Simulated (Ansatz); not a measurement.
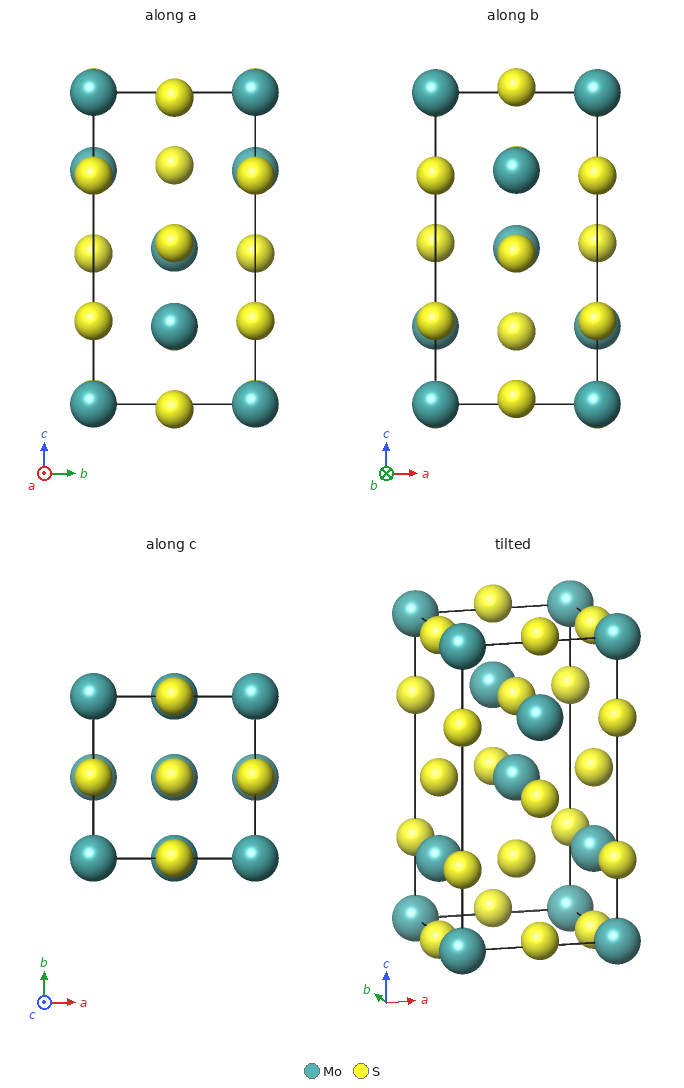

Drawn in the spheres-only manner and seen along the a axis, along the b axis, along the c axis and slightly off an axis. The wireframe shows the conventional unit cell.

Lattice parameters: a = 4.7774 Å, b = 4.7774 Å, c = 9.1954 Å, α = 90.000°, β = 90.000°, γ = 90.000°.

**Write the structure as a CIF in P1 with every atom of the cell, with free fractional coordinates to two decimals.**

```cif
data_structure
_symmetry_space_group_name_H-M 'P 1'
_symmetry_Int_Tables_number 1
_cell_length_a 4.7774
_cell_length_b 4.7774
_cell_length_c 9.1954
_cell_angle_alpha 90.000
_cell_angle_beta 90.000
_cell_angle_gamma 90.000
_cell_volume 209.87
loop_
_atom_site_label
_atom_site_type_symbol
_atom_site_fract_x
_atom_site_fract_y
_atom_site_fract_z
_atom_site_occupancy
Mo1 Mo 0.00 0.00 0.00 1
Mo2 Mo 0.00 0.50 0.25 1
S1 S 0.50 0.50 0.23 1
S2 S 0.50 0.00 0.48 1
S3 S 0.50 0.00 0.02 1
S4 S 0.00 0.00 0.27 1
Mo3 Mo 0.50 0.50 0.50 1
Mo4 Mo 0.50 0.00 0.75 1
S5 S 0.00 0.00 0.73 1
S6 S 0.00 0.50 0.98 1
S7 S 0.00 0.50 0.52 1
S8 S 0.50 0.50 0.77 1
```

The cell started as a random cell made by a generator, so it need not be a real form of the compound. The picture shows the end point of a geometry optimisation with DFT PBE, scalar-relativistic, plane waves, PAW in Ansatz 0.2.0.
